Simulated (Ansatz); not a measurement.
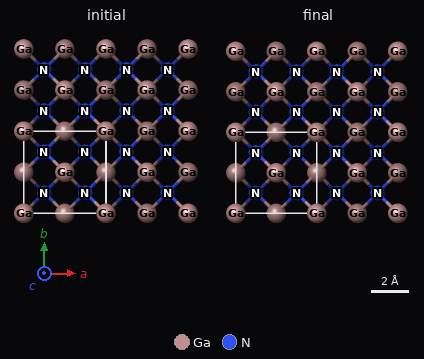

The structure of solid GaN (set up in F-43m) before (left) and after (right) a relaxation, at one scale.

Style: ball-and-stick. Shown: the conventional cell (4 times the calculation's cell), repeated 2 × 2 × 1 with one cell outlined, along the c axis. Lengths and directions refer to the drawn axes.

Case: relaxed at 9 GPa.

These are results of DFT PBEsol, scalar-relativistic, plane waves, PAW in Ansatz, not measurements. Set-up: plane-wave cutoff 420 eV; k-point mesh 10 × 10 × 10; occupations fixed; target pressure 9 GPa; no spin polarisation; cell and atoms relaxed; force threshold 0.001 eV/Å; at most 60 steps.

Q: What changed between the two?

A: After 4 accepted moves (6 points after the start) the energy has risen by 26.1 meV per cell of the calculation. With the target pressure of 9 GPa, the enthalpy E + pV changes by −28.3 meV per cell of the calculation. All forces vanish by symmetry, so only the cell relaxes. The pressure goes from −0.01 to 9.00 GPa. At 2 points the geometry stayed and the basis and grid were re-selected for the new cell (energy shift of 2.6 meV per cell of the calculation at most each time). The atoms keep their places relative to the cell (all moves are under 0.005 Å). The volume changes by −4.3 %, with a = b = c 4.498 → 4.433 Å (−1.4 %). Some distances before and after: Ga–N 1.948 → 1.920 Å. The space group stays F-43m (No. 216). Cost: 37 s on 1 thread of Intel(R) Xeon(R) Processor @ 2.50GHz (Skylake/Cascade Lake), with other jobs on the host, peak memory 0.32 GiB.
